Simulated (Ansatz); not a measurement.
# A series of single points on TiAl

System: TiAl (2 atoms in the cell).
Method: DFT PBE, scalar-relativistic, plane waves, PAW, no spin polarisation (Ansatz 0.2.0).

The 6 runs differ only in the geometry, by an even scaling of the cell at fixed fractional positions. The structure derives from a Materials Project entry.

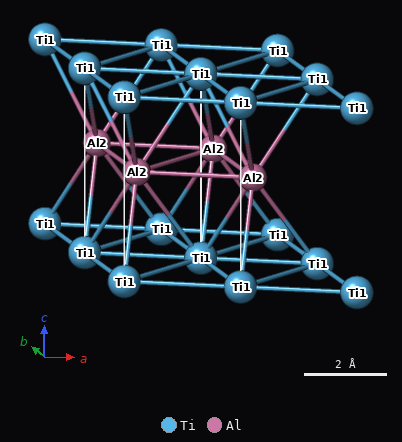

Figure 1. The structure of run 4 (ball-and-stick view of the cell of the calculation, repeated 2 × 2 × 1, seen slightly off an axis; atoms are numbered from 1 in the order of the input).

### Input of run 4
```yaml
crystal:
  lattice:
    - [2.9050249394, 0.0, 0.0]
    - [-1.4525124697, 2.5158253962, 0.0]
    - [0.0, 0.0, 4.6871662066]
  atoms:
    - { symbol: Ti, position: [0.0, 0.0, 0.0] }
    - { symbol: Al, position: [0.3333333333, 0.6666666667, 0.5] }
basis:
  ecutwfc: 520.0
kpoints:
  mp_grid: { grid: [18, 18, 10] }
hamiltonian:
  xc: pbe
scf:
  occupations: { method: gaussian, width: 0.15 }
output:
  forces: true
  stress: true
  eigenvalues: true
```

Command:
```bash
ansatz run input.yaml --threads 1 --pin off --max-ram 2048MiB --backend cpu --events-out ev --progress --plain --runs-dir out
```

Run 3 differs from it as follows:
```diff
-    - [2.9050249394, 0.0, 0.0]
-    - [-1.4525124697, 2.5158253962, 0.0]
-    - [0.0, 0.0, 4.6871662066]
+    - [2.857198485, 0.0, 0.0]
+    - [-1.4285992425, 2.4744064717, 0.0]
+    - [0.0, 0.0, 4.6099997294]
```

### Results, with one run withheld

| run | volume per atom (Å³) | free energy per atom, from the lowest run given (meV) | pressure (GPa) |
| --- | --- | --- | --- |
| 1 | 15.487 | 30.54 | 9.38 |
| 2 | 15.885 | 11.53 | 5.96 |
| 3 | 16.296 | ? | ? |
| 4 | 17.128 | 0.00 | −2.48 |
| 5 | 17.560 | 9.82 | −4.76 |
| 6 | 17.993 | 25.50 | −6.78 |

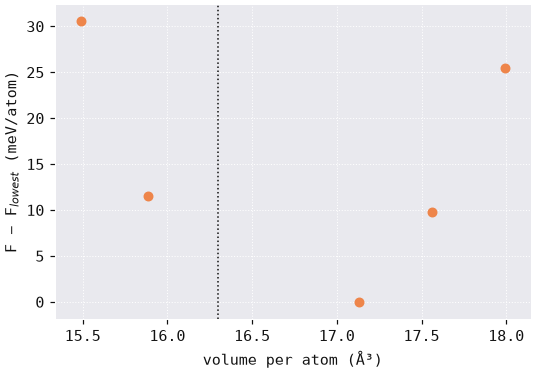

Figure 2. Free energy per atom of the runs given; the dotted line marks run 3.

Fit the runs given and predict run 3.

A cubic polynomial in V^(−2/3) (the Birch–Murnaghan form), fitted to the 5 runs given, misses them by at most 0.01 meV per atom. With x = V^(−2/3) − 0.15267 Å⁻², it reads F = −3.2281 − 323.74 x + 5.3313e+05 x² − 1.6798e+05 x³ (meV per atom). At run 3 it gives 0.33 meV per atom, and the run itself gives 0.35. The slope of the fit gives a pressure −dF/dV of 2.83 GPa there, and the run prints 2.83 GPa. The fit has its minimum at 16.714 Å³ per atom, where V d²F/dV² gives 106 GPa. Cell shape and fractional positions are held, so this is the stiffness under even scaling; the relaxed bulk modulus wasn't computed.

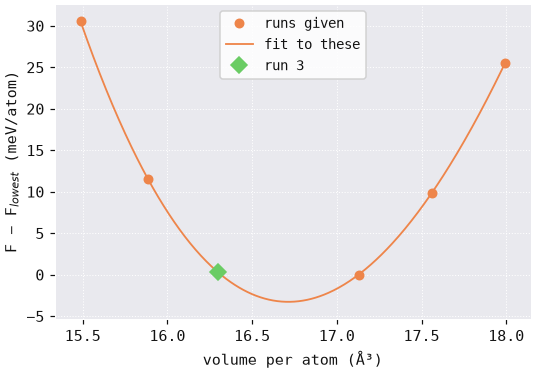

Figure 3. The fit and the withheld run.

### Output, shortened to warnings, some set-up lines, iterations and results (run 3)
```
Basis set: ecut = 520 eV, 881 PW (Γ), exchange–correlation on 48×48×72 points (8 copies of the dense FFT grid, shifted against one another)
Symmetry: 12 space group operations
k-points: 222 of 3240 (time reversal used)
Initial density: superposition of atomic densities (neutral atoms: chi_scale 0, normalization atom), corrected by the library's trained network
[...]
SCF iter   1: F=—  HF=-3037.685468 eV  |F-HF|=—  |Δ(HF+E_count)|=         —  Δρ=6.33e-3  dr2=2.47e-2  ethr=1.77e-3  ⟨swp⟩=5.0  Hψ=13422  notcnv=0
SCF iter   2: F=—  HF=-3037.683435 eV  |F-HF|=—  |Δ(HF+E_count)|=   2.03e-3  Δρ=4.53e-3  dr2=1.50e-2  ethr=1.65e-4  ⟨swp⟩=1.0  Hψ=4440  notcnv=0
SCF iter   3: F=—  HF=-3037.681079 eV  |F-HF|=—  |Δ(HF+E_count)|=   2.36e-3  Δρ=1.06e-3  dr2=7.31e-4  ethr=1.00e-4  ⟨swp⟩=1.9  Hψ=3027  notcnv=0
SCF iter   4: F=—  HF=-3037.680906 eV  |F-HF|=—  |Δ(HF+E_count)|=   1.74e-4  Δρ=2.45e-4  dr2=1.35e-5  ethr=4.87e-6  ⟨swp⟩=2.3  Hψ=3613  notcnv=0
SCF iter   5: F=—  HF=-3037.680889 eV  |F-HF|=—  |Δ(HF+E_count)|=   1.67e-5  Δρ=5.21e-5  dr2=3.55e-7  ethr=8.97e-8  ⟨swp⟩=2.7  Hψ=4207  notcnv=0
SCF iter   6: F=-3037.680889 eV  HF=-3037.680889 eV  |F-HF|=6.19e-9  |Δ(HF+E_count)|=   3.50e-7  Δρ=7.52e-6  dr2=6.75e-9  ethr=6.67e-10  ⟨swp⟩=5.3  Hψ=11182  notcnv=0
SCF 1 converged in 6 iterations: F = -3037.680889 eV  dr2 = 6.75e-9
SCF converged after 6 iterations
Free energy (F): -3037.680889 eV
Harris-Foulkes:  -3037.680889 eV  (|F-HF|=6.19e-9)
Internal energy: -3037.652906 eV  (E = F + TS)
E sigma→0 (E₀):  -3037.666897 eV
Entropy (-TS):   -0.027984 eV (-13.992 meV/atom)
Fermi energy:    10.728831 eV
--- Per-component energies (eV) ---
  E_band       = -165.441118
  E_kinetic    = 296.313614
  E_local      = -1140.786879  (includes V_loc(G=0)·N_el)
  E_nonlocal   = 18.688750
  E_hartree    = 493.408265
  E_xc         = -137.757801
  E_vxc        = -151.629378  (∫ρ·V_xc dr)
  E_paw        = -1515.230000  (= ΣΔE_a)
  E_vpaw       = -174.844571  (= ΣTr[D̂ρ^β])
  E_aug_tail   = 0.000051  (compensation charges beyond the density's cutoff)
  E_ewald      = -1052.288906
  E_smearing   = -0.027984  (= −TS)
  E_closure    = 0.000000  (closes the sum)
  Σ components = -3037.680889   (vs F -3037.680889, Δ=0.00e0)
--- Forces (eV/Å), atoms counted from 1 ---
  atom   1  Ti     0.00000000    -0.00000000     0.00000000
  atom   2  Al     0.00000000     0.00000000    -0.00000000
  max |Σ_I F_I| component: 4.37e-17 eV/Å
--- Stress (GPa, compression-positive) ---
        2.700436       0.000000       0.000000
        0.000000       2.700436      -0.000000
        0.000000      -0.000000       3.082323
  P = ⅓ Tr σ = 2.8277 GPa (28.277 kbar)
```
